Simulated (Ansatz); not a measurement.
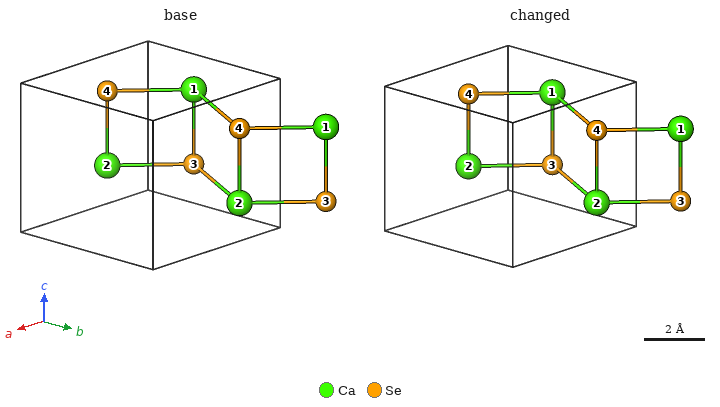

Left: a crystal of CaSe (built on the wurtzite type) at its r2SCAN-relaxed geometry. Right: the same structure after one change, at the same scale. A ball-and-stick model of the cell of the calculation, repeated 1 × 2 × 1 with one cell outlined, seen from a free direction.

Computed with Ansatz 0.2.0, DFT, r2SCAN, plane waves, PAW. Set-up: plane-wave cutoff 500 eV; k-point mesh 6 × 6 × 4; occupations fixed; no spin polarisation.

> What was changed?

All lengths are scaled by −3.0 % (volume −8.7 %). The atoms were relaxed with r2SCAN under that strain, and this is a single point on that geometry.

> How do the computed properties respond?

It costs 35.8 meV per atom. Pressure: 0.0 GPa before, 4.5 GPa after. The principal stresses (compression positive) are 5.0 GPa along c and 4.2 GPa across it. All forces vanish by symmetry. The band gap: 2.89 eV before, 2.69 eV after. Near-neighbour distances before and after: Ca–Se 2.938 → 2.850 Å, Ca–Se 2.890 → 2.803 Å. The space group stays P6_3/mmc (No. 194).
